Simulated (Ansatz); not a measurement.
## Co$_{3}$Si: geometry relaxation (part 3 of 3)

Continued. System: Co$_{3}$Si (8 atoms in the cell). Method: DFT r2SCAN, scalar-relativistic, plane waves, PAW, spin-polarised (Ansatz 0.2.0); cutoff 500 eV, 12×12×10 k-mesh, Gaussian smearing of 0.1 eV, collinear spins. The structure derives from a Materials Project entry.

Geometry of the input (Å; fractional positions):
```
4.9765  0.0000  0.0000
-2.4882  4.3097  0.0000
0.0000  0.0000  3.9728
Co 0.1675  0.3349  0.7500
Co 0.6651  0.8325  0.7500
Co 0.1675  0.8325  0.7500
Co 0.8325  0.6651  0.2500
Co 0.3349  0.1675  0.2500
Co 0.8325  0.1675  0.2500
Si 0.6667  0.3333  0.7500
Si 0.3333  0.6667  0.2500
```

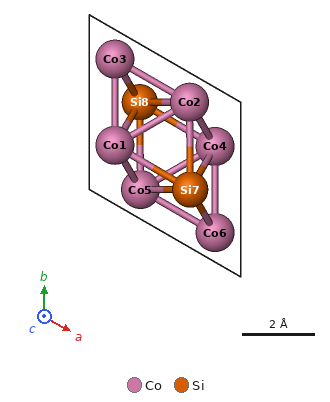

**Figure 1.** The geometry at step 5 of the log (ball-and-stick view of the cell of the calculation, along the c axis; atoms are numbered from 1 in the order of the input).

Output, continued
```
  k-point 2 ↑: bands = ["-81.5626", "-81.5334", "-81.5230", "-81.5230", "-81.5088", "-81.5088", "-43.7213", "-43.6452", "-43.6452", "-43.6064", "-43.5613", "-43.5613", "-43.5524", "-43.5307", "-43.3710", "-43.3710", "-43.3497", "-43.3497", "-43.0726", "-43.0726", "-43.0325", "-43.0325", "-43.0021", "-42.9398", "5.8856", "9.1357", "12.3286", "12.5126", "12.8470", "13.0059", "13.0059", "13.0518", "13.0518", "13.7661", "13.7661", "13.8744", "13.8744", "13.9809", "14.6688", "15.2012", "15.2128", "15.2128", "15.3537", "15.3537", "15.6754", "16.0701", "16.0701", "16.0738", "16.0738", "16.4502", "16.4502", "16.5576", "16.5576", "16.9301", "16.9805", "17.4674", "17.5709", "17.7743", "17.7743", "18.2216", "18.9557", "18.9557", "21.4225", "22.5732", "23.9491", "23.9491", "24.5195", "24.5195", "25.0806", "27.9574", "27.9574", "28.1169"]
  k-point 113 ↓: bands = ["-79.2794", "-79.2794", "-79.2729", "-79.2729", "-79.2585", "-79.2585", "-41.2461", "-41.2461", "-41.2286", "-41.2286", "-41.2048", "-41.2048", "-41.1470", "-41.1470", "-41.1395", "-41.1395", "-41.0958", "-41.0958", "-41.0693", "-41.0693", "-41.0485", "-41.0485", "-41.0155", "-41.0155", "8.5640", "8.5640", "10.7627", "10.7627", "12.0279", "12.0279", "14.5098", "14.5098", "14.6461", "14.6461", "15.6231", "15.6231", "15.7352", "15.7352", "16.1558", "16.1558", "16.4559", "16.4559", "16.9546", "16.9546", "17.2043", "17.2043", "17.6007", "17.6007", "17.9756", "17.9756", "18.3293", "18.3293", "18.7072", "18.7072", "18.9613", "18.9613", "19.0844", "19.0844", "19.1225", "19.1225", "21.7393", "21.7393", "23.4794", "23.4794", "24.3803", "24.3803", "27.6930", "27.6930", "28.2697", "28.2697", "29.6014", "29.6014"]
--- Relaxed structure (6 steps of the walk, 5 accepted, 2 SCFs on fresh bases) ---
  F+E_penalty+E_count = -32068.63537151 eV   max|allowed force component| = 1.187e-3 eV/Å   (the final SCF, on the basis selected at the relaxed cell)
  cell:  # Å, volume = 84.6836 Å³
    - [4.908993543895969, 1.669854551820826e-33, -7.202447767140743e-19]
    - [-2.4544967719479844, 4.251313116027709, 3.601223883570366e-19]
    - [-5.749826660929477e-19, -5.216364768778482e-34, 4.057735603703701]
  atoms:
    - { symbol: Co, position: [0.1688925873276094, 0.3377851746552188, 0.75] }
    - { symbol: Co, position: [0.6622148253447813, 0.8311074126723907, 0.75] }
    - { symbol: Co, position: [0.16889258732760934, 0.8311074126723907, 0.75] }
    - { symbol: Co, position: [0.8311074126723907, 0.6622148253447813, 0.25] }
    - { symbol: Co, position: [0.33778517465521873, 0.1688925873276094, 0.25] }
    - { symbol: Co, position: [0.8311074126723907, 0.1688925873276094, 0.25] }
    - { symbol: Si, position: [0.6666666666666666, 0.33333333333333337, 0.75] }
    - { symbol: Si, position: [0.33333333333333337, 0.6666666666666666, 0.25] }
--- Löwdin populations: 8 sites ---
  site symbol       q [e]    m [muB]
     0     Co     16.6015     1.4078
     1     Co     16.6015     1.4078
     2     Co     16.6015     1.4078
     3     Co     16.6015     1.4078
     4     Co     16.6015     1.4078
     5     Co     16.6015     1.4078
     6     Si      4.5224    -0.1297
     7     Si      4.5224    -0.1297
  spilling = 0.012239 (of n_electrons = 110.000000)
```

File populations.tsv
```
# site	symbol	l	j	q_up	q_dn
# orbitals = lowdin
# n_electrons = 110.000000
# spilling = 0.012239
0	Co	0_3S	-	0.989339	0.989837
0	Co	0_4S	-	0.355289	0.371776
0	Co	1_3P	-	2.997921	2.997999
0	Co	2_3D	-	4.662109	3.237219
1	Co	0_3S	-	0.989339	0.989837
1	Co	0_4S	-	0.355289	0.371776
1	Co	1_3P	-	2.997921	2.997999
1	Co	2_3D	-	4.662109	3.237219
2	Co	0_3S	-	0.989339	0.989837
2	Co	0_4S	-	0.355289	0.371776
2	Co	1_3P	-	2.997921	2.997999
2	Co	2_3D	-	4.662109	3.237219
3	Co	0_3S	-	0.989339	0.989837
3	Co	0_4S	-	0.355289	0.371776
3	Co	1_3P	-	2.997921	2.997999
3	Co	2_3D	-	4.662109	3.237219
4	Co	0_3S	-	0.989339	0.989837
4	Co	0_4S	-	0.355289	0.371776
4	Co	1_3P	-	2.997921	2.997999
4	Co	2_3D	-	4.662109	3.237219
5	Co	0_3S	-	0.989339	0.989837
5	Co	0_4S	-	0.355289	0.371776
5	Co	1_3P	-	2.997921	2.997999
5	Co	2_3D	-	4.662109	3.237219
6	Si	0_3S	-	0.678951	0.678667
6	Si	1_3P	-	1.517404	1.647340
7	Si	0_3S	-	0.678951	0.678667
7	Si	1_3P	-	1.517404	1.647340
```

Trajectory as extended XYZ (Å, eV, eV/Å), 8 frames, from step=1 to step=8
```
8
Lattice="4.9765 0.0000 0.0000 -2.4882 4.3098 0.0000 0.0000 0.0000 3.9728" Properties=species:S:1:pos:R:3:forces:R:3 step=1 energy=-32068.56467 pressure_GPa=-1.54
Co    0.0000    1.4435    2.9796    0.0000   0.2919   0.0000
Co    1.2381    3.5880    2.9796   -0.2528  -0.1460   0.0000
Co   -1.2381    3.5880    2.9796    0.2528  -0.1460   0.0000
Co    2.4882    2.8662    0.9932    0.0000  -0.2919   0.0000
Co    1.2501    0.7218    0.9932    0.2528   0.1460   0.0000
Co    3.7263    0.7218    0.9932   -0.2528   0.1460   0.0000
Si    2.4882    1.4366    2.9796    0.0000   0.0000   0.0000
Si    0.0000    2.8732    0.9932    0.0000   0.0000   0.0000
8
Lattice="4.9490 0.0000 0.0000 -2.4745 4.2859 0.0000 0.0000 0.0000 4.0005" Properties=species:S:1:pos:R:3:forces:R:3 step=2 energy=-32068.60758 pressure_GPa=-0.67
Co    0.0000    1.4410    3.0003    0.0000   0.1718   0.0000
Co    1.2265    3.5654    3.0003   -0.1488  -0.0859   0.0000
Co   -1.2265    3.5654    3.0003    0.1488  -0.0859   0.0000
Co    2.4745    2.8449    1.0001    0.0000  -0.1718   0.0000
Co    1.2480    0.7205    1.0001    0.1488   0.0859   0.0000
Co    3.7010    0.7205    1.0001   -0.1488   0.0859   0.0000
Si    2.4745    1.4286    3.0003    0.0000   0.0000   0.0000
Si    0.0000    2.8573    1.0001    0.0000   0.0000   0.0000
8
Lattice="4.9022 0.0000 0.0000 -2.4511 4.2454 0.0000 0.0000 0.0000 4.0681" Properties=species:S:1:pos:R:3:forces:R:3 step=3 energy=-32068.63459 pressure_GPa=0.11
Co    0.0000    1.4352    3.0511    0.0000  -0.0330   0.0000
Co    1.2081    3.5278    3.0511    0.0286   0.0165   0.0000
Co   -1.2081    3.5278    3.0511   -0.0286   0.0165   0.0000
Co    2.4511    2.8102    1.0170    0.0000   0.0330   0.0000
Co    1.2430    0.7176    1.0170   -0.0286  -0.0165   0.0000
Co    3.6592    0.7176    1.0170    0.0286  -0.0165   0.0000
Si    2.4511    1.4151    3.0511    0.0000   0.0000   0.0000
Si    0.0000    2.8303    1.0170    0.0000   0.0000   0.0000
8
Lattice="4.9093 0.0000 0.0000 -2.4546 4.2516 0.0000 0.0000 0.0000 4.0576" Properties=species:S:1:pos:R:3:forces:R:3 step=4 energy=-32068.63544 pressure_GPa=-0.03
Co    0.0000    1.4360    3.0432    0.0000   0.0030   0.0000
Co    1.2110    3.5335    3.0432   -0.0026  -0.0015   0.0000
Co   -1.2110    3.5335    3.0432    0.0026  -0.0015   0.0000
Co    2.4546    2.8155    1.0144    0.0000  -0.0030   0.0000
Co    1.2437    0.7180    1.0144    0.0026   0.0015   0.0000
Co    3.6656    0.7180    1.0144   -0.0026   0.0015   0.0000
Si    2.4546    1.4172    3.0432    0.0000   0.0000   0.0000
Si    0.0000    2.8344    1.0144    0.0000   0.0000   0.0000
8
Lattice="4.9093 0.0000 0.0000 -2.4546 4.2516 0.0000 0.0000 0.0000 4.0576" Properties=species:S:1:pos:R:3:forces:R:3 step=5 energy=-32068.63537 pressure_GPa=-0.03
Co    0.0000    1.4360    3.0432    0.0000   0.0029   0.0000
Co    1.2110    3.5335    3.0432   -0.0025  -0.0015   0.0000
Co   -1.2110    3.5335    3.0432    0.0025  -0.0015   0.0000
Co    2.4546    2.8155    1.0144    0.0000  -0.0029   0.0000
Co    1.2437    0.7180    1.0144    0.0025   0.0015   0.0000
Co    3.6656    0.7180    1.0144   -0.0025   0.0015   0.0000
Si    2.4546    1.4172    3.0432    0.0000   0.0000   0.0000
Si    0.0000    2.8344    1.0144    0.0000   0.0000   0.0000
8
Lattice="4.9090 0.0000 0.0000 -2.4545 4.2513 0.0000 0.0000 0.0000 4.0575" Properties=species:S:1:pos:R:3:forces:R:3 step=6 energy=-32068.63537 pressure_GPa=-0.00 accepted=F
Co    0.0000    1.4364    3.0431    0.0000  -0.0078   0.0000
Co    1.2105    3.5331    3.0431    0.0067   0.0039   0.0000
Co   -1.2105    3.5331    3.0431   -0.0067   0.0039   0.0000
Co    2.4545    2.8149    1.0144    0.0000   0.0078   0.0000
Co    1.2440    0.7182    1.0144   -0.0067  -0.0039   0.0000
Co    3.6651    0.7182    1.0144    0.0067  -0.0039   0.0000
Si    2.4545    1.4171    3.0431    0.0000   0.0000   0.0000
Si    0.0000    2.8342    1.0144    0.0000   0.0000   0.0000
8
Lattice="4.9090 0.0000 0.0000 -2.4545 4.2513 0.0000 0.0000 0.0000 4.0577" Properties=species:S:1:pos:R:3:forces:R:3 step=7 energy=-32068.63538 pressure_GPa=-0.01
Co    0.0000    1.4360    3.0433    0.0000   0.0012   0.0000
Co    1.2109    3.5333    3.0433   -0.0010  -0.0006   0.0000
Co   -1.2109    3.5333    3.0433    0.0010  -0.0006   0.0000
Co    2.4545    2.8153    1.0144    0.0000  -0.0012   0.0000
Co    1.2436    0.7180    1.0144    0.0010   0.0006   0.0000
Co    3.6654    0.7180    1.0144   -0.0010   0.0006   0.0000
Si    2.4545    1.4171    3.0433    0.0000   0.0000   0.0000
Si    0.0000    2.8342    1.0144    0.0000   0.0000   0.0000
8
Lattice="4.9090 0.0000 0.0000 -2.4545 4.2513 0.0000 0.0000 0.0000 4.0577" Properties=species:S:1:pos:R:3:forces:R:3 step=8 energy=-32068.63537 pressure_GPa=-0.01
Co    0.0000    1.4360    3.0433    0.0000   0.0012   0.0000
Co    1.2109    3.5333    3.0433   -0.0010  -0.0006   0.0000
Co   -1.2109    3.5333    3.0433    0.0010  -0.0006   0.0000
Co    2.4545    2.8153    1.0144    0.0000  -0.0012   0.0000
Co    1.2436    0.7180    1.0144    0.0010   0.0006   0.0000
Co    3.6654    0.7180    1.0144   -0.0010   0.0006   0.0000
Si    2.4545    1.4171    3.0433    0.0000   0.0000   0.0000
Si    0.0000    2.8342    1.0144    0.0000   0.0000   0.0000
```

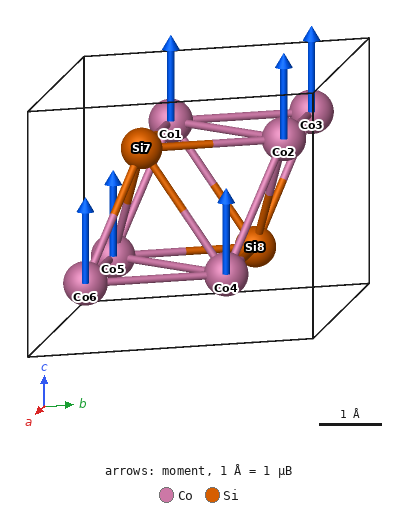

**Figure 2.** Magnetic moments of the sites as blue arrows (ball-and-stick view of the cell of the calculation, seen slightly off an axis; atoms are numbered from 1 in the order of the input); small moments hardly show. The run is collinear, so the axis drawn is arbitrary. Site moments: all 6 Co atoms (1.43 μB); Si7, Si8 (−0.08 μB). They are counted near the atoms and needn't add up to the moment of the cell.

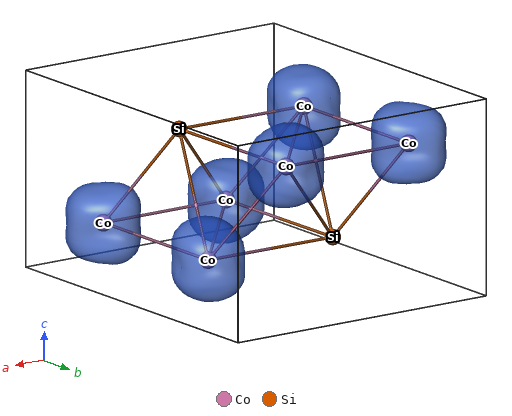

**Figure 3.** Isosurface of the spin density at +0.15 e/Å³ (blue), seen at an oblique angle. Sticks mark near contacts. The outline is the cell set on symmetry axes. The cell of the calculation (8 atoms) carries 7.9 μB net. The fields are those of the smooth PAW valence density.

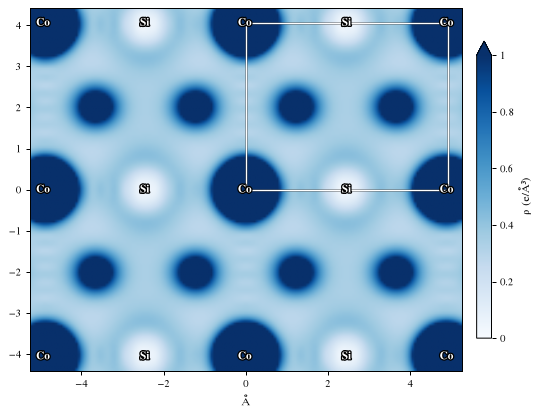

**Figure 4.** Valence electron density on the (010) plane of the conventional cell. Co–Si (2.45 Å): ρ at the midpoint is about 0.4 e/Å³. Away from the nuclei the density in this plane falls to 0.28 e/Å³ at its lowest.

Summary

- outcome: converged
- space group (tolerance 0.01 Å): P6₃/mmc (194)
- electrons treated: 110
- free energy: −32068.6354 eV
- Fermi energy: 18.348 eV
- gap on the k-point mesh: none (metallic)
- net moment of the cell: 7.88 μB
- integrated absolute moment: 9.36 μB
- pressure: −0.01 GPa
- final volume: 84.68 Å³
- largest force (length of the vector) at the end: 0.001 eV/Å
- final cell: a = 4.909 Å, b = 4.909 Å, c = 4.058 Å, α = 90.00°, β = 90.00°, γ = 120.00°
- wall time: 19 min (CPU time 37 min)
- peak memory: 1.5 GiB

The electronic state found may not be the lowest one.
